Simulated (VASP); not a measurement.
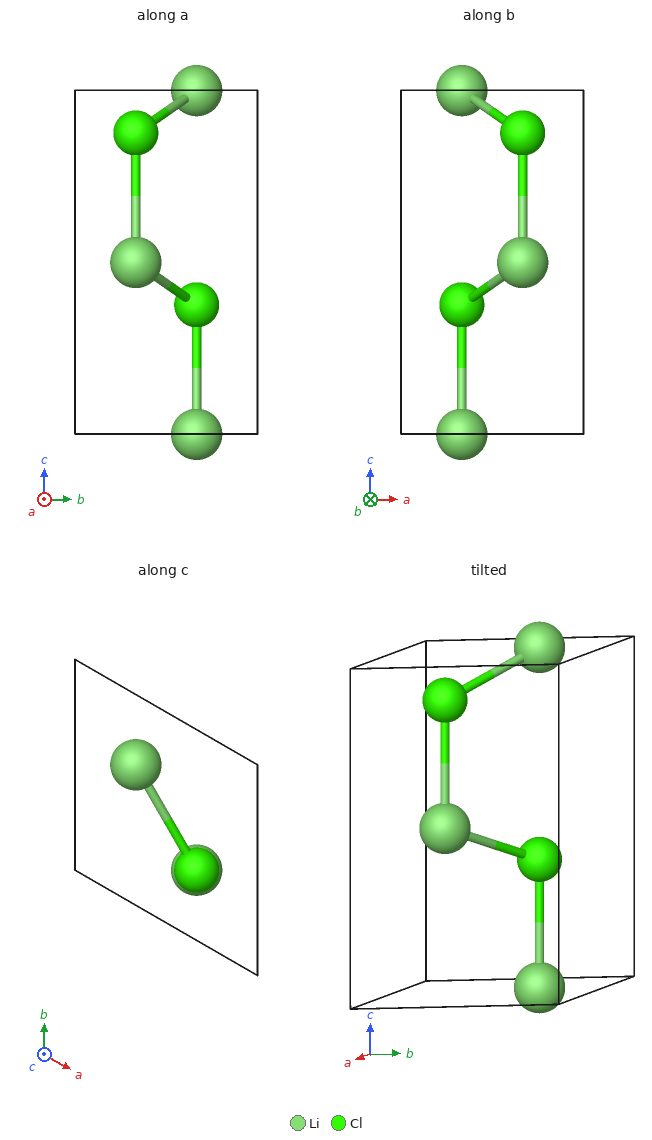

The crystal in a ball-and-stick representation, seen along the a axis, along the b axis, along the c axis and slightly off an axis. One conventional unit cell is framed, with atoms on its boundary repeated.

Lattice parameters: a = 3.8552 Å, b = 3.8552 Å, c = 6.2889 Å, α = 90.000°, β = 90.000°, γ = 120.000°.

> Give the structure in the form of a CIF with its space group and independent sites, with free fractional coordinates to two decimals.

```cif
data_structure
_symmetry_space_group_name_H-M 'P 63 m c'
_symmetry_Int_Tables_number 186
_cell_length_a 3.8552
_cell_length_b 3.8552
_cell_length_c 6.2889
_cell_angle_alpha 90.000
_cell_angle_beta 90.000
_cell_angle_gamma 120.000
_cell_volume 80.95
loop_
_atom_site_label
_atom_site_type_symbol
_atom_site_symmetry_multiplicity
_atom_site_Wyckoff_symbol
_atom_site_fract_x
_atom_site_fract_y
_atom_site_fract_z
_atom_site_occupancy
Li1 Li 2 b 0.3333 0.6667 0.00 1
Cl1 Cl 2 b 0.3333 0.6667 0.38 1
```

The model was built from a structure type filled with these elements by a generator (whether the compound takes this form wasn't checked). The cell was then strained or its atoms displaced on purpose. It was the input of a calculation with VASP.
